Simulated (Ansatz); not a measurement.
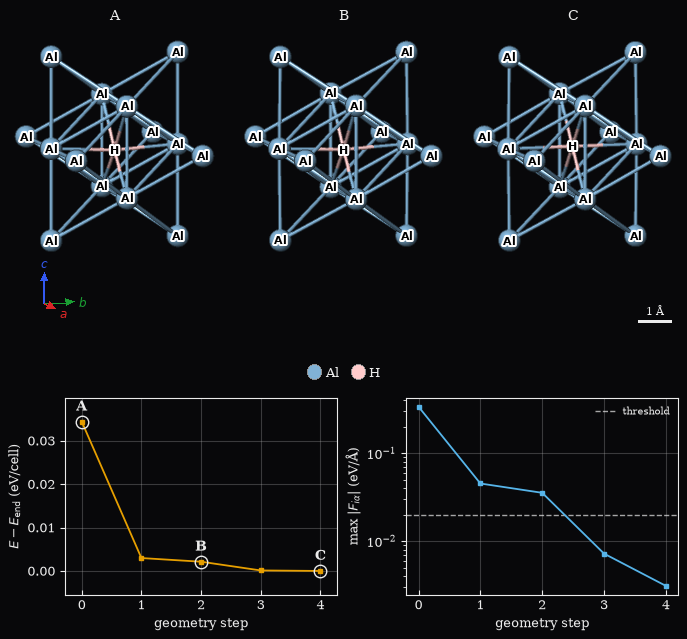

Frames of a relaxation of a defect cell of composition Al₂₇H, marked on the history of the run. The picture is a ball-and-stick view of the atoms within 4.2 Å of the atom that moves most (axes of the conventional cell (2 times the calculation's cell)), seen slightly off an axis. Lengths and directions refer to the drawn axes.

Case: H interstitial, charge +0, atoms relaxed.

The calculation used DFT PBE, scalar-relativistic, plane waves, PAW in Ansatz 0.2.0. Settings: plane-wave cutoff 420 eV; k-point mesh 3 × 3 × 3; occupations gaussian; smearing width 0.1 eV; no spin polarisation; atoms relaxed in a fixed cell; force threshold 0.02 eV/Å; at most 60 steps.

> What happens along the run?

After 4 geometry steps the energy has fallen by 34.4 meV per cell of the calculation. The largest force component goes from 0.34 to 0.0031 eV/Å. The largest move is that of the H atom, 0.12 Å roughly along [1 0 3]. By element the largest moves are H 0.12 Å, Al 0.03 Å. The cell doesn't change. Near-neighbour distances that change, for instance: Al–H 1.915 → 2.050 Å, Al–H 1.956 → 2.052 Å, Al–H 2.128 → 2.052 Å, Al–Al 2.858 → 2.901 Å. The run took 2.1 min on 4 threads of Arm Neoverse N1, with other jobs on the host, peak memory 1.1 GiB. From step 0 to 2: an Al atom moves most (0.04 Å), energy −32.3 meV per cell of the calculation. From step 2 to 4: the H atom moves most (0.10 Å), energy −2.1 meV per cell of the calculation.
